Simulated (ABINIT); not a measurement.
## Ag: phonon calculation (part 2 of 2)

The same run, continued: Ag (P6₃/mmc, 2 atoms in the cell); Kohn-Sham DFT of a periodic cell, PBE, JTH PAW PBE v2.0, no spin polarisation (ABINIT 10.8.3); cutoff 462.59 eV, 12×12×8 k-mesh, cold smearing of 0.2 eV. The structure derives from an entry of the Crystallography Open Database.

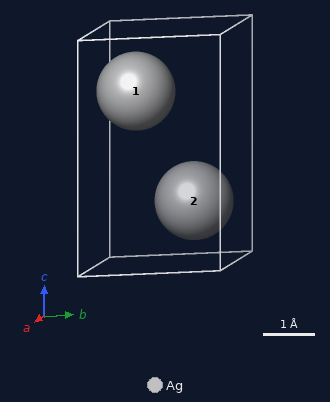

Fig. 1: The structure as given in the input (spheres-only view of the cell of the calculation, seen slightly off an axis; atoms are numbered from 1 in the order of the input).

What the program printed, continued:
```
================================================================================
== DATASET  2 ==================================================================

--- !DatasetInfo
iteration_state: {dtset: 2, }
dimensions: {natom: 2, nkpt: 580, mband: 19, nsppol: 1, nspinor: 1, nspden: 1, mpw: 830, }
cutoff_energies: {ecut:  17.0, pawecutdg:  34.0, }
electrons: {nelect:   2.20000000E+01, charge:   0.00000000E+00, occopt:   4.00000000E+00, tsmear:   7.34986444E-03, }
meta: {optdriver: 1, rfphon: 1, }
...

 mkfilename : getwfk/=0, take file _WFK from output of DATASET   1.

 Exchange-correlation functional for the present dataset will be:
  GGA: Perdew-Burke-Ernzerhof functional - ixc=11
  J.P.Perdew, K.Burke, M.Ernzerhof, PRL 77, 3865 (1996)

 Real(R)+Recip(G) space primitive vectors, cartesian coordinates (Bohr,Bohr^-1):
 R(1)=  5.6030483  0.0000000  0.0000000  G(1)=  0.1784743  0.1030422  0.0000000
 R(2)= -2.8015241  4.8523821  0.0000000  G(2)=  0.0000000  0.2060843  0.0000000
 R(3)=  0.0000000  0.0000000  8.9340488  G(3)=  0.0000000  0.0000000  0.1119313
 Unit cell volume ucvol=  2.4290009E+02 bohr^3
 Angles (23,13,12)=  9.00000000E+01  9.00000000E+01  1.20000000E+02 degrees
 setup1 : take into account q-point for computing boxcut.

 Coarse grid specifications (used for wave-functions):

 getcut: wavevector=  0.0000  0.0000  0.0000  ngfft=  24  24  36
         ecut(hartree)=     17.000   => boxcut(ratio)=   2.17102

 Fine grid specifications (used for densities):

 getcut: wavevector=  0.0000  0.0000  0.0000  ngfft=  30  30  48
         ecut(hartree)=     34.000   => boxcut(ratio)=   2.04133
--------------------------------------------------------------------------------

 ==>  initialize data related to q vector <==

 The list of irreducible perturbations for this q vector is:
    1)    idir= 1    ipert=   1
    2)    idir= 3    ipert=   1

================================================================================

 The perturbation idir=   2  ipert=   1 is
 symmetric of a previously calculated perturbation.
 So, its SCF calculation is not needed.

 The perturbation idir=   1  ipert=   2 is
 symmetric of a previously calculated perturbation.
 So, its SCF calculation is not needed.

 The perturbation idir=   2  ipert=   2 is
 symmetric of a previously calculated perturbation.
 So, its SCF calculation is not needed.

 The perturbation idir=   3  ipert=   2 is
 symmetric of a previously calculated perturbation.
 So, its SCF calculation is not needed.

--------------------------------------------------------------------------------
 Perturbation wavevector (in red.coord.)   0.000000  0.000000  0.000000
 Perturbation : displacement of atom   1   along direction   1
 Found     2 symmetries that leave the perturbation invariant.
 symkpt : the number of k-points, thanks to the symmetries,
 is reduced to   370 .

--------------------------------------------------------------------------------

--------------------------------------------------------------------------------

 dfpt_looppert : total number of electrons, from k and k+q
  fully or partially occupied states are    2.200000E+01 and    2.200000E+01.
 Initialisation of the first-order wave-functions :
  ireadwf=   0

--- !BeginCycle
iteration_state: {dtset: 2, }
solver: {iscf: 7, nstep: 80, nline: 4, wfoptalg: 10, }
tolerances: {tolvrs: 1.00E-08, }
...

     iter   2DEtotal(Ha)        deltaE(Ha) residm    vres2
-ETOT  1   131.16826964651     -7.187E+02 5.797E-01 4.038E+05
 ETOT  2   15.743892876869     -1.154E+02 3.270E-01 4.428E+04
 ETOT  3  0.36751782028816     -1.538E+01 3.332E-01 2.061E+02
 ETOT  4  0.31748931343370     -5.003E-02 1.584E-01 6.972E+00
 ETOT  5  0.31563463703159     -1.855E-03 1.269E-01 1.300E-01
 ETOT  6  0.31560496352719     -2.967E-05 7.976E-02 3.987E-03
 ETOT  7  0.31560369556937     -1.268E-06 4.945E-02 2.639E-04
 ETOT  8  0.31560366829419     -2.728E-08 7.614E-02 2.174E-05
 ETOT  9  0.31560366600362     -2.291E-09 2.154E-02 2.099E-06
 ETOT 10  0.31560366585799     -1.456E-10 7.474E-02 3.151E-07
 ETOT 11  0.31560366573316     -1.248E-10 9.394E-03 1.391E-08
 ETOT 12  0.31560366573066     -2.501E-12 7.324E-02 1.246E-09

 At SCF step   12       vres2   =  1.25E-09 < tolvrs=  1.00E-08 =>converged.
================================================================================

 ----iterations are completed or convergence reached----

 Mean square residual over all n,k,spin=   12.451E-06; max=  73.237E-03

 2DEtotal=    0.3156036657E+00 Ha. Also 2DEtotal=    0.858801324885E+01 eV
    (2DErelax=   -8.4954529878E+02 Ha. 2DEnonrelax=    8.4986090244E+02 Ha)
    (  non-var. 2DEtotal :    3.1561017281E-01 Ha)

--------------------------------------------------------------------------------
 Perturbation wavevector (in red.coord.)   0.000000  0.000000  0.000000
 Perturbation : displacement of atom   1   along direction   3
 Found     6 symmetries that leave the perturbation invariant.
 symkpt : the number of k-points, thanks to the symmetries,
 is reduced to   131 .

--------------------------------------------------------------------------------

--------------------------------------------------------------------------------

 dfpt_looppert : total number of electrons, from k and k+q
  fully or partially occupied states are    2.200000E+01 and    2.200000E+01.
 Initialisation of the first-order wave-functions :
  ireadwf=   0

--- !BeginCycle
iteration_state: {dtset: 2, }
solver: {iscf: 7, nstep: 80, nline: 4, wfoptalg: 10, }
tolerances: {tolvrs: 1.00E-08, }
...

     iter   2DEtotal(Ha)        deltaE(Ha) residm    vres2
-ETOT  1   3447.3964079340      1.209E+03 5.937E+00 1.973E+07
 ETOT  2   244.85242703600     -3.203E+03 2.551E+00 1.386E+06
 ETOT  3   5.3713899926723     -2.395E+02 4.511E-01 4.637E+03
 ETOT  4   4.3867266742981     -9.847E-01 1.203E-02 5.455E+02
 ETOT  5   4.3101920657504     -7.653E-02 7.700E-01 5.664E+01
 ETOT  6   4.3003579282002     -9.834E-03 4.125E-02 2.362E-01
 ETOT  7   4.3003145871561     -4.334E-05 5.483E-01 3.464E-02
 ETOT  8   4.3003099399447     -4.647E-06 2.184E-02 3.076E-03
 ETOT  9   4.3003094940549     -4.459E-07 7.312E-01 1.439E-04
 ETOT 10   4.3003094781287     -1.593E-08 1.430E-02 1.175E-05
 ETOT 11   4.3003094755981     -2.531E-09 7.507E-01 5.679E-07
 ETOT 12   4.3003094756044      6.366E-12 1.335E-02 4.985E-08
 ETOT 13   4.3003094756158      1.137E-11 7.776E-01 5.197E-09

 At SCF step   13       vres2   =  5.20E-09 < tolvrs=  1.00E-08 =>converged.
================================================================================

 ----iterations are completed or convergence reached----

 Mean square residual over all n,k,spin=   34.916E-05; max=  77.759E-02

 2DEtotal=    0.4300309476E+01 Ha. Also 2DEtotal=    0.117017382118E+03 eV
    (2DErelax=   -2.2345923085E+03 Ha. 2DEnonrelax=    2.2388926180E+03 Ha)
    (  non-var. 2DEtotal :    4.3001076692E+00 Ha)

================================================================================

 ---- first-order wavefunction calculations are completed ----

 ==> Compute Derivative Database <==

  Dynamical matrix, in cartesian coordinates,
   if specified in the inputs, asr has been imposed
     j1       j2             matrix element
  dir pert dir pert     real part    imaginary part

   1    1   1    1         0.0099819089        -0.0000000000
   1    1   1    2        -0.0099819089         0.0000000000

   2    1   2    1         0.0099819080        -0.0000000000
   2    1   2    2        -0.0099819080         0.0000000000

   3    1   3    1         0.0539942889        -0.0000000000
   3    1   3    2        -0.0539942889         0.0000000000

   1    2   1    1        -0.0099819089        -0.0000000000
   1    2   1    2         0.0099819089         0.0000000000

   2    2   2    1        -0.0099819080        -0.0000000000
   2    2   2    2         0.0099819080         0.0000000000

   3    2   3    1        -0.0539942889        -0.0000000000
   3    2   3    2         0.0539942889         0.0000000000

  Phonon wavevector (reduced coordinates) :  0.00000  0.00000  0.00000
 Phonon energies in Hartree :
   0.000000E+00  0.000000E+00  0.000000E+00  3.186361E-04  3.186362E-04
   7.410750E-04
 Phonon frequencies in cm-1    :
   0.000000E+00  0.000000E+00  0.000000E+00  6.993254E+01  6.993255E+01
   1.626472E+02

== END DATASET(S) ==============================================================
================================================================================

 -outvars: echo values of variables after computation  --------
            acell      5.6030482585E+00  5.6030482504E+00  8.9340487508E+00 Bohr
           etotal1    -7.6440785412E+01
           etotal2     4.3003094756E+00
            fcart1     1.1533629977E-27  1.2208064690E-26  1.4716375655E-31
                      -1.1533629977E-27 -1.2208064690E-26 -1.4716375655E-31
            fcart2     0.0000000000E+00  0.0000000000E+00  0.0000000000E+00
                       0.0000000000E+00  0.0000000000E+00  0.0000000000E+00
            rprim      1.0000000000E+00  0.0000000000E+00  0.0000000000E+00
                      -4.9999999900E-01  8.6602540430E-01  0.0000000000E+00
                       0.0000000000E+00  0.0000000000E+00  1.0000000000E+00
           strten1     2.7610704196E-05  2.7610755530E-05 -3.4936420698E-05
                       0.0000000000E+00  0.0000000000E+00 -6.0048637907E-11
           strten2     0.0000000000E+00  0.0000000000E+00  0.0000000000E+00
                       0.0000000000E+00  0.0000000000E+00  0.0000000000E+00
           xangst      1.4825027257E+00  8.5592334604E-01  3.5457712476E+00
                       3.4054486620E-09  1.7118466921E+00  1.1819237492E+00
             xred      6.6666666667E-01  3.3333333333E-01  7.5000000000E-01
                       3.3333333333E-01  6.6666666667E-01  2.5000000000E-01
 Calculation completed.
```

File anaddb.abo:
```
.Version 10.8.3 of ANADDB
================================================================================

 -outvars_anaddb: echo values of input variables ----------------------

 Miscellaneous information :
       eivec         1
         asr         2
      chneut         0
 First list of wavevector (reduced coord.) :
       nph1l         1
       qph1l
                     0.00000000E+00  0.00000000E+00  0.00000000E+00    1.000E+00

================================================================================

 read the DDB information and perform some checks

  ==== Info on the Cryst% object ====
 Real(R)+Recip(G) space primitive vectors, cartesian coordinates (Bohr,Bohr^-1):
 R(1)=  5.6030483  0.0000000  0.0000000  G(1)=  0.1784743  0.1030422  0.0000000
 R(2)= -2.8015241  4.8523821  0.0000000  G(2)=  0.0000000  0.2060843  0.0000000
 R(3)=  0.0000000  0.0000000  8.9340488  G(3)=  0.0000000  0.0000000  0.1119313
 Unit cell volume ucvol=  2.4290009E+02 bohr^3
 Angles (23,13,12)=  9.00000000E+01  9.00000000E+01  1.20000000E+02 degrees
 Time-reversal symmetry is present
 Reduced atomic positions [iatom, xred, symbol]:
    1)    0.6666667  0.3333333  0.7500000  Ag
    2)    0.3333333  0.6666667  0.2500000  Ag

 DDB file with 3 blocks has been read.

================================================================================

 Treat the first list of vectors

  Phonon wavevector (reduced coordinates) :  0.00000  0.00000  0.00000
 Phonon energies in Hartree :
   0.000000E+00  0.000000E+00  0.000000E+00  3.186361E-04  3.186361E-04
   7.410750E-04
 Phonon frequencies in cm-1    :
   0.000000E+00  0.000000E+00  0.000000E+00  6.993255E+01  6.993255E+01
   1.626472E+02

 Eigendisplacements
 (will be given, for each mode : in cartesian coordinates
   for each atom the real part of the displacement vector,
   then the imaginary part of the displacement vector - absolute values smaller than 1.0d-7 are set to zero)
  Mode number    1   Energy    0.000000E+00
 Attention : low frequency mode.
   (Could be unstable or acoustic mode)
   1  0.00000000E+00  0.00000000E+00  1.59462378E-03
      0.00000000E+00  0.00000000E+00  0.00000000E+00
   2  0.00000000E+00  0.00000000E+00  1.59462378E-03
      0.00000000E+00  0.00000000E+00  0.00000000E+00
  Mode number    2   Energy    0.000000E+00
 Attention : low frequency mode.
   (Could be unstable or acoustic mode)
   1  0.00000000E+00 -1.59462378E-03  0.00000000E+00
      0.00000000E+00  0.00000000E+00  0.00000000E+00
   2  0.00000000E+00 -1.59462378E-03  0.00000000E+00
      0.00000000E+00  0.00000000E+00  0.00000000E+00
  Mode number    3   Energy    0.000000E+00
 Attention : low frequency mode.
   (Could be unstable or acoustic mode)
   1  1.59462378E-03  0.00000000E+00  0.00000000E+00
      0.00000000E+00  0.00000000E+00  0.00000000E+00
   2  1.59462378E-03  0.00000000E+00  0.00000000E+00
      0.00000000E+00  0.00000000E+00  0.00000000E+00
  Mode number    4   Energy    3.186361E-04
   1  1.32565198E-03  8.86268486E-04  0.00000000E+00
      0.00000000E+00  0.00000000E+00  0.00000000E+00
   2 -1.32565198E-03 -8.86268486E-04  0.00000000E+00
      0.00000000E+00  0.00000000E+00  0.00000000E+00
  Mode number    5   Energy    3.186361E-04
   1  8.86268486E-04 -1.32565198E-03  0.00000000E+00
      0.00000000E+00  0.00000000E+00  0.00000000E+00
   2 -8.86268486E-04  1.32565198E-03  0.00000000E+00
      0.00000000E+00  0.00000000E+00  0.00000000E+00
  Mode number    6   Energy    7.410750E-04
   1  0.00000000E+00  0.00000000E+00  1.59462378E-03
      0.00000000E+00  0.00000000E+00  0.00000000E+00
   2  0.00000000E+00  0.00000000E+00 -1.59462378E-03
      0.00000000E+00  0.00000000E+00  0.00000000E+00

 Analysis of degeneracies and characters (maximum tolerance=1.00E-06 a.u.)
 For each vibration mode, or group of modes if degenerate,
 the characters are given for each symmetry operation (see the list in the log file).
 Symmetry characters of vibration mode #   1
       degenerate with vibration modes #   2 to    3
  3.0 -3.0  1.0 -1.0  2.0 -2.0  1.0 -1.0  0.0 -0.0  1.0 -1.0 -1.0  1.0  1.0 -1.0
  0.0 -0.0  1.0 -1.0  2.0 -2.0  1.0 -1.0
 Symmetry characters of vibration mode #   4
        degenerate with vibration mode #   5
  2.0  2.0 -0.0 -0.0 -1.0 -1.0  0.0  0.0 -1.0 -1.0 -0.0 -0.0  2.0  2.0 -0.0 -0.0
 -1.0 -1.0  0.0  0.0 -1.0 -1.0 -0.0 -0.0
 Symmetry characters of vibration mode #   6
  1.0  1.0 -1.0 -1.0 -1.0 -1.0  1.0  1.0  1.0  1.0 -1.0 -1.0 -1.0 -1.0  1.0  1.0
  1.0  1.0 -1.0 -1.0 -1.0 -1.0  1.0  1.0

================================================================================

 anaddb : the run completed successfully.
```

The run was set up as follows.

The input:
```
ndtset 2

pp_dirpath "./"
pseudos "Ag.GGA_PBE-JTH.xml"

acell 5.6030482585 5.6030482504 8.9340487508
rprim
     1.0000000000     0.0000000000     0.0000000000
    -0.4999999990     0.8660254043     0.0000000000
     0.0000000000     0.0000000000     1.0000000000
ntypat 1
znucl 47
natom 2
typat 1 1
chkprim 0
chksymtnons 0
tolsym 1.0e-6
xred
            2/3            1/3            3/4
            1/3            2/3            1/4

ecut 17.0
pawecutdg 34.0
pawxcdev 0
ecutsm 0.5

ngkpt 12 12 8
nshiftk 1
shiftk 0.0 0.0 0.0

ixc 11

nband 19
occopt 4
tsmear 0.2 eV

nstep 80

prteig 0
prtebands 0
prtwf 0
prtden 0
prtpot 0

kptopt1 1
tolvrs1 1.0e-11
prtwf1 1
tolwfr1 1.0e-14
nbdbuf1 4
nline1 6

rfphon2 1
rfatpol2 1 2
rfdir2 1 1 1
getwfk2 1
kptopt2 2
nqpt2 1
qpt2 0.0 0.0 0.0
tolvrs2 1.0e-8
```

File mrgddb.in:
```
merged_DDB
Ag
2
runo_DS1_DDB
runo_DS2_DDB
```

File anaddb.abi:
```
ddb_filepath "merged_DDB"
output_file "anaddb.abo"
outdata_prefix "ana"
asr 2
chneut 0
dipdip 0
dieflag 0
enunit 0
eivec 1
nph1l 1
qph1l 0.0 0.0 0.0 1.0
```

Launch command:
```bash
abinit run.abi > log 2>&1
mrgddb < mrgddb.in > mrgddb.log 2>&1
anaddb anaddb.abi > anaddb.log 2>&1
```

Summary:

```csv
quantity,value
outcome,converged
space group (tolerance 0.01 Å),P6₃/mmc (194)
electrons treated,22
free energy,−2080.0597 eV
Fermi energy of the self-consistent step,3.303 eV
gap on the k-point mesh,none (metallic)
pressure,−0.20 GPa
largest force (length of the vector),under 0.001 eV/Å
hardware,"1 thread of Intel Xeon @ 2.90GHz (Ice Lake), 32 GiB of memory available, shared host"
wall time,5.6 min
peak memory,0.81 GiB
```
